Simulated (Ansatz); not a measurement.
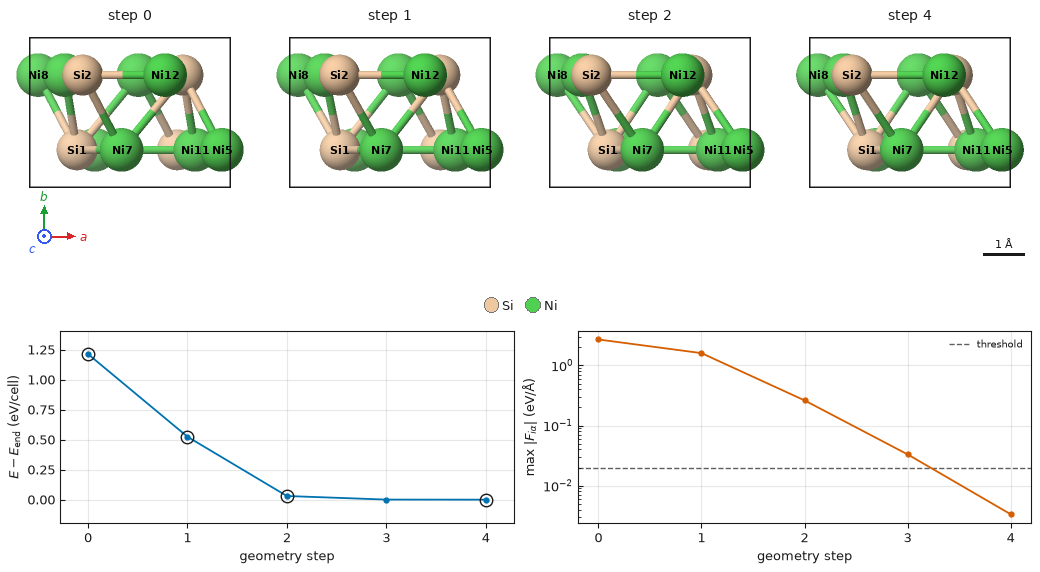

Frames of a relaxation of solid SiNi2 (set up in Pnma), marked on the history of the run. The picture is a ball-and-stick view of the cell of the calculation, seen along the c axis.

Theory: Ansatz, DFT, PBE, plane-wave PAW, default files, scalar-relativistic. Set-up: plane-wave cutoff 420 eV; k-point mesh 9 × 12 × 6; occupations fermi dirac; smearing width 0.05 eV; collinear spin; atoms relaxed in a fixed cell; force threshold 0.02 eV/Å; at most 60 steps.

Q: Describe the path.

A: Over 4 geometry steps the energy falls by 1.214 eV per cell of the calculation. Largest force component: 2.7 eV/Å at the start, 0.0033 eV/Å at the end. The largest moves, 0.26 Å, are those of Si atoms. By element the largest moves are Si 0.26 Å, Ni 0.03 Å. The cell stays as it was. Some distances before and after: Ni–Si 2.082 → 2.321 Å, Ni–Si 2.961 → 2.726 Å, Ni–Si 2.487 → 2.337 Å, Ni–Si 2.463 → 2.571 Å. Bond angles that change, for instance: Si–Ni–Si 96.8° → 105.5°, Si–Ni–Si 103.2° → 109.9°, Si–Ni–Si 92.6° → 86.1°. The space group stays Pnma (No. 62). The program noted that the starting moments weren't kept. From step 0 to 1: Si atoms move most (0.08 Å), energy −0.689 eV per cell of the calculation. From step 1 to 2: Si atoms move most (0.20 Å), energy −0.494 eV per cell of the calculation. From step 2 to 4: Ni atoms move most (0.04 Å), energy −30.6 meV per cell of the calculation.

```json
{"step": "0", "E − E(0), meV/atom": "0.00", "largest force component, eV/Å": "2.6997"}
{"step": "1", "E − E(0), meV/atom": "-57.42", "largest force component, eV/Å": "1.6013"}
{"step": "2", "E − E(0), meV/atom": "-98.58", "largest force component, eV/Å": "0.2621"}
{"step": "3", "E − E(0), meV/atom": "-101.07", "largest force component, eV/Å": "0.0332"}
{"step": "4", "E − E(0), meV/atom": "-101.13", "largest force component, eV/Å": "0.0033"}
```
